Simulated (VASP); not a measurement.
## SiC (Moissanite 3C): time-dependent DFT spectra

Aim: the absorption of SiC (Moissanite 3C) from time-dependent DFT with and without exact exchange. The cell is of the zinc-blende type, one of the forms listed for this formula. The start is a cell from a database of measured crystal structures.

Program: VASP 6.6.1. Level of theory: LDA; plane waves and PAW (Si, C), in the first sound run; inputs show where later runs differ. Results are calculated unless marked as measured.

## (1) Starting point

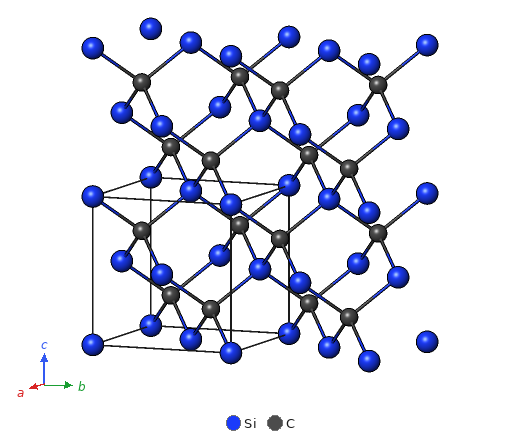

The cell as given, slightly off an axis (silicon blue, carbon dark grey). 1×2×2 cells are drawn. This picture shows the conventional cell, with its axes. Bonds to atoms that aren't drawn are left out. Some periodic images of atoms are drawn too.

Structure file:

```cif
data_structure
_symmetry_space_group_name_H-M 'F-43m'
_symmetry_Int_Tables_number 216
_cell_length_a 4.3580
_cell_length_b 4.3580
_cell_length_c 4.3580
_cell_angle_alpha 90.000
_cell_angle_beta 90.000
_cell_angle_gamma 90.000
_cell_volume 82.77
loop_
_atom_site_label
_atom_site_type_symbol
_atom_site_symmetry_multiplicity
_atom_site_Wyckoff_symbol
_atom_site_fract_x
_atom_site_fract_y
_atom_site_fract_z
_atom_site_occupancy
Si1 Si 4 a 0.00000 0.00000 0.00000 1
C1 C 4 c 0.25000 0.25000 0.25000 1
```

## (2) Ground state at LDA

The orbitals come from a self-consistent LDA run. A small SIGMA keeps every occupation at zero or full.

The input, INCAR:

```
SYSTEM = SiC
PREC = Accurate
ENCUT = 420
EDIFF = 1E-08
NELM = 100
ISMEAR = 0
SIGMA = 0.01
LREAL = .FALSE.
ALGO = Normal
GGA = CA
NBANDS = 10
LORBIT = 11
LWAVE = .TRUE.
LCHARG = .FALSE.
KPAR = 8
```

The input, POSCAR:

```
SiC
1.0
    0.0000000000      2.1790000000      2.1790000000
    2.1790000000      0.0000000000      2.1790000000
    2.1790000000      2.1790000000      0.0000000000
Si C
1 1
Direct
    0.0000000000      0.0000000000      0.0000000000
    0.7500000000      0.7500000000      0.7500000000
```

The input, KPOINTS:

```
Automatic mesh
0
Gamma
6 6 6
0 0 0
```

Potentials, in the order of the species: Si and C (PBE family, release 64).

Started as:

```
mpirun -np 8 vasp_std
```

Log:

```text
[banner, memory and clock lines left out]
running    8 mpi-ranks, on    1 nodes
 distrk:  each k-point on    1 cores,    8 groups
 distr:  one band on    1 cores,    1 groups

 POSCAR found type information on POSCAR SiC
 POSCAR found :  2 types and       2 ions
|                                                                             |
|           W    W    AA    RRRRR   N    N  II  N    N   GGGG   !!!           |
|           W    W   A  A   R    R  NN   N  II  NN   N  G    G  !!!           |
|           W    W  A    A  R    R  N N  N  II  N N  N  G       !!!           |
|           W WW W  AAAAAA  RRRRR   N  N N  II  N  N N  G  GGG   !            |
|           WW  WW  A    A  R   R   N   NN  II  N   NN  G    G                |
|           W    W  A    A  R    R  N    N  II  N    N   GGGG   !!!           |
|                                                                             |
|     For optimal performance we recommend to set                             |
|       NCORE = 2 up to number-of-cores-per-socket                            |
|     NCORE specifies how many cores store one orbital (NPAR=cpu/NCORE).      |
|     This setting can greatly improve the performance of VASP for DFT.       |
|     The default, NCORE=1 might be grossly inefficient on modern             |
|     multi-core architectures or massively parallel machines. Do your        |
|     Unfortunately you need to use the default for GW and RPA                |
|     calculations (for HF NCORE is supported but not extensively tested      |
|     yet).                                                                   |
|                                                                             |

|                                                                             |
|               ----> ADVICE to this user running VASP <----                  |
|                                                                             |
|     You enforced a specific xc type in the INCAR file but a different       |
|     [... a line on the potential file left out ...]
|     I HOPE YOU KNOW WHAT YOU ARE DOING!                                     |
|                                                                             |

 LDA part: xc-table for (Slater(with rela. corr.)+CA(PZ))
 , standard interpolation
 POSCAR, INCAR and KPOINTS ok, starting setup
 FFT: planning ... GRIDC
 FFT: planning ... GRID_SOFT
 FFT: planning ... GRID
 WAVECAR not read
 entering main loop
       N       E                     dE             d eps       ncg     rms          rms(c)
DAV:   1    -0.143325131454E+01   -0.14333E+01   -0.34549E+03   336   0.562E+02
DAV:   2    -0.180552326143E+02   -0.16622E+02   -0.15238E+02   396   0.103E+02
DAV:   3    -0.184932356522E+02   -0.43800E+00   -0.43745E+00   376   0.143E+01
DAV:   4    -0.184946138182E+02   -0.13782E-02   -0.13781E-02   370   0.999E-01
DAV:   5    -0.184946191710E+02   -0.53528E-05   -0.53527E-05   366   0.584E-02    0.821E+00
DAV:   6    -0.166659941803E+02    0.18286E+01   -0.69243E+00   332   0.126E+01    0.338E+00
DAV:   7    -0.165952126115E+02    0.70782E-01   -0.34930E-01   372   0.366E+00    0.162E+00
DAV:   8    -0.165754009165E+02    0.19812E-01   -0.28692E-02   328   0.106E+00    0.140E-01
DAV:   9    -0.165751474364E+02    0.25348E-03   -0.16649E-03   396   0.235E-01    0.837E-02
DAV:  10    -0.165751576482E+02   -0.10212E-04   -0.10971E-04   338   0.660E-02    0.243E-02
DAV:  11    -0.165751577623E+02   -0.11407E-06   -0.44278E-06   364   0.127E-02    0.917E-03
DAV:  12    -0.165751575681E+02    0.19423E-06   -0.47665E-07   340   0.386E-03    0.545E-04
DAV:  13    -0.165751575689E+02   -0.87118E-09   -0.83482E-09   236   0.606E-04
   1 F= -.16575158E+02 E0= -.16575158E+02  d E =-.229459E-39
 writing wavefunctions
```

It took 1.2 s on 8 MPI ranks of Intel Xeon 6975P-C (Granite Rapids), shared host; peak memory 0.9 GiB.

The logs omit lines about the potential files and the build; timing stands in the text.

From OUTCAR (step 2):

```text
ion  position               nearest neighbor table
   1  0.000  0.000  0.000-   2 1.89   2 1.89   2 1.89   2 1.89
   2  0.750  0.750  0.750-   1 1.89   1 1.89   1 1.89   1 1.89

  LATTYP: Found a face centered cubic cell.
 ALAT       =     4.3580000000

 Subroutine GETGRP returns: Found 24 space group operations
 (whereof 24 operations were pure point group operations)

The static configuration has the point symmetry T_d .

 Found     16 irreducible k-points:

   k-points           NKPTS =     16   k-points in BZ     NKDIM =     16   number of bands    NBANDS=     10

   dimension x,y,z NGX =    24 NGY =   24 NGZ =   24
   dimension x,y,z NGXF=    48 NGYF=   48 NGZF=   48

   ENCUT  =  420.0 eV  30.87 Ry    5.56 a.u.   5.15  5.15  5.15*2*pi/ulx,y,z

   NELECT =       8.0000    total number of electrons

 k-points in reciprocal lattice and weights: Automatic mesh
   0.00000000  0.00000000  0.00000000       0.005
   0.16666667  0.00000000  0.00000000       0.037
   0.33333333  0.00000000  0.00000000       0.037
   0.50000000  0.00000000  0.00000000       0.019
   0.16666667  0.16666667  0.00000000       0.028
   0.33333333  0.16666667  0.00000000       0.111
   0.50000000  0.16666667  0.00000000       0.111
  -0.33333333  0.16666667  0.00000000       0.111
  -0.16666667  0.16666667  0.00000000       0.056
[...]
-0.33333333  0.33333333  0.16666667       0.111
  -0.33333333  0.50000000  0.16666667       0.056

 average (electrostatic) potential at core
       1 -79.9338       2 -44.8115

 E-fermi :   8.0129

 k-point     1 :       0.0000    0.0000    0.0000
  band No.  band energies     occupation
      1      -7.4214      2.00000
      2       7.9224      2.00000
      3       7.9224      2.00000
      4       7.9224      2.00000
      5      14.1990      0.00000
      6      15.1064      0.00000
      7      15.1064      0.00000
      8      15.1064      0.00000
      9      22.4764      0.00000
    ...

 k-point     2 :       0.1667    0.0000    0.0000
  band No.  band energies     occupation
      1      -6.8796      2.00000
      2       5.5599      2.00000
      3       7.5883      2.00000
      4       7.5883      2.00000
      5      14.2201      0.00000
      6      15.6290      0.00000
      7      15.6290      0.00000
      8      16.1997      0.00000
      9      20.8863      0.00000
    ...

 k-point     3 :       0.3333    0.0000    0.0000
  band No.  band energies     occupation
      1      -5.3398      2.00000
      2       1.7429      2.00000
      3       7.0681      2.00000
      4       7.0681      2.00000
      5      13.5625      0.00000
      6      15.4678      0.00000
      7      15.4678      0.00000
      8      17.7135      0.00000
      9      22.1589      0.00000
    ...

  Total       -0.4624482     -0.4624482     -0.4624482      0.0000000      0.0000000     -0.0000000
  in kB      -35.8073367    -35.8073367    -35.8073367      0.0000000      0.0000000     -0.0000000
  external PRESSURE =     -35.8073367 kB  Pullay stress =       0.0000000 kB

  energy-cutoff  :      420.00
  volume of cell :       20.69
      direct lattice vectors                 reciprocal lattice vectors
     0.000000000  2.179000000  2.179000000    -0.229463056  0.229463056  0.229463056
     2.179000000  0.000000000  2.179000000     0.229463056 -0.229463056  0.229463056
     2.179000000  2.179000000  0.000000000     0.229463056  0.229463056 -0.229463056

 POSITION                                       TOTAL-FORCE (eV/Angst)
 -----------------------------------------------------------------------------------
      0.00000      0.00000      0.00000         0.000000      0.000000     -0.000000
      3.26850      3.26850      3.26850        -0.000000     -0.000000      0.000000
 -----------------------------------------------------------------------------------
    total drift:                               -0.000000     -0.000000     -0.000000

  FREE ENERGIE OF THE ION-ELECTRON SYSTEM (eV)
  ---------------------------------------------------
  free  energy   TOTEN  =       -16.5751575689 eV

  energy  without entropy=      -16.5751575689  energy(sigma->0) =      -16.57515757

 total charge
# of ion       s       p       d       tot
------------------------------------------
    1        0.706   0.975   0.000   1.681
    2        0.823   1.714   0.000   2.537
--------------------------------------------------
tot          1.529   2.689   0.000   4.218

[... 3 further parts left out ...]
```

The gap is read on the k-mesh alone, so it is an upper bound where the band edges lie off the mesh. The PAW data sets were made with PBE, though LDA sets exist; this is a small mismatch.

A gap read on the k-mesh alone can miss the band edges.

This step gave:

```yaml
free_energy_toten: -16.58 eV
fermi_energy: 8.013 eV
pressure: -3.581 GPa
gap_on_the_k_mesh: 1.298 eV
least_direct_gap_on_the_k_mesh: 4.514 eV
```

## (3) Empty bands, functional LDA

ALGO = Exact diagonalises the converged Hamiltonian in one step, and LOPTICS writes the k-derivatives of the orbitals (WAVEDER), which give the transition dipoles.

The input, INCAR:

```
SYSTEM = SiC
PREC = Accurate
ENCUT = 420
ISMEAR = 0
SIGMA = 0.01
LREAL = .FALSE.
GGA = CA
NBANDS = 24
ALGO = Exact
NELM = 1
LWAVE = .TRUE.
LCHARG = .FALSE.
LOPTICS = .TRUE.
NEDOS = 1000
CSHIFT = 0.1
```

POSCAR is that of step 2.

KPOINTS is that of step 2.

Started as:

```
mpirun -np 8 vasp_std
```

Log:

```text
[banner, memory and clock lines left out]
running    8 mpi-ranks, on    1 nodes
 distrk:  each k-point on    8 cores,    1 groups
 distr:  one band on    1 cores,    8 groups

 POSCAR found type information on POSCAR SiC
 POSCAR found :  2 types and       2 ions
 [... a notice as in an earlier step ...]

 [... a notice as in an earlier step ...]

 LDA part: xc-table for (Slater(with rela. corr.)+CA(PZ))
 , standard interpolation
 found WAVECAR, reading the header
  number of bands has changed, file:    10 present:    24
  trying to continue reading WAVECAR, but it might fail
 POSCAR, INCAR and KPOINTS ok, starting setup
 FFT: planning ... GRIDC
 FFT: planning ... GRID_SOFT
 FFT: planning ... GRID
 reading WAVECAR
 random initialization beyond band           10
 the WAVECAR file was read successfully
 initial charge from wavefunction
 entering main loop
       N       E                     dE             d eps       ncg     rms          rms(c)
DIA:   1    -0.165751575702E+02   -0.16575E+02    0.00000E+00     0   0.000E+00
   1 F= -.16575158E+02 E0= -.16575158E+02  d E =-.131086E-41
 writing wavefunctions
 optical routines
 imaginary and real dielectric function
 recalculating local potential from charge density
 direction            1
 direction            2
 direction            3
```

Run time: 1.8 s. Hardware: 8 MPI ranks; peak memory 0.84 GiB.

Parts of OUTCAR (step 3):

```text
The static configuration has the point symmetry T_d .

 Found     16 irreducible k-points:

   k-points           NKPTS =     16   k-points in BZ     NKDIM =     16   number of bands    NBANDS=     24

   NELECT =       8.0000    total number of electrons

 E-fermi :   8.0157

 k-point     1 :       0.0000    0.0000    0.0000
  band No.  band energies     occupation
      1      -7.4213      2.00000
      2       7.9225      2.00000
      3       7.9225      2.00000
      4       7.9225      2.00000
      5      14.1991      0.00000
      6      15.1064      0.00000
      7      15.1064      0.00000
      8      15.1064      0.00000
      9      22.4764      0.00000
    ...

 k-point     2 :       0.1667    0.0000    0.0000
  band No.  band energies     occupation
      1      -6.8796      2.00000
      2       5.5599      2.00000
      3       7.5883      2.00000
      4       7.5883      2.00000
      5      14.2202      0.00000
      6      15.6290      0.00000
      7      15.6290      0.00000
      8      16.1997      0.00000
      9      20.8863      0.00000
    ...

  Total       -0.4625491     -0.4625491     -0.4625491      0.0000000      0.0000000      0.0000000
  in kB      -35.8151446    -35.8151446    -35.8151446      0.0000000      0.0000000      0.0000000
  external PRESSURE =     -35.8151446 kB  Pullay stress =       0.0000000 kB

 POSITION                                       TOTAL-FORCE (eV/Angst)
 -----------------------------------------------------------------------------------
      0.00000      0.00000      0.00000         0.000000      0.000000      0.000000
      3.26850      3.26850      3.26850        -0.000000     -0.000000     -0.000000
 -----------------------------------------------------------------------------------
    total drift:                               -0.000000     -0.000000     -0.000000

  FREE ENERGIE OF THE ION-ELECTRON SYSTEM (eV)
  ---------------------------------------------------
  free  energy   TOTEN  =       -16.5751575702 eV

  energy  without entropy=      -16.5751575702  energy(sigma->0) =      -16.57515757

 plasma frequency squared (from intraband transitions) (eV^2)
  --------------------------------------------------------------------------------------
       0.000      -0.000      -0.000
      -0.000       0.000       0.000
      -0.000       0.000       0.000

[... 7 parts as in an earlier step ...]

[... 5 further parts left out ...]
```

WAVECAR now holds 24 bands for 8 electrons. Its independent-particle dielectric tensor has xx, yy, zz = 7.9, 7.9, 7.9 on this mesh, which isn't tested for convergence in mesh or bands and lacks local fields.

(Part 1 of 5 ends here.)

[Lines on the potential files, build, host, timing and source positions are cut from VASP's logs without a mark.]

[Logs are printed without paths, hosts, clocks, repeated set-up lines and the standing remarks that a program may print on its own settings, such as how far it seeks lower states.]

[Hosts, paths, dates, database ids (printed as entryN), source tags and the programs' standing remarks are cut or masked in the printed files.]

[Pressures printed for these runs are not shown converged in the cutoff: they can be off by several GPa and have the wrong sign.]
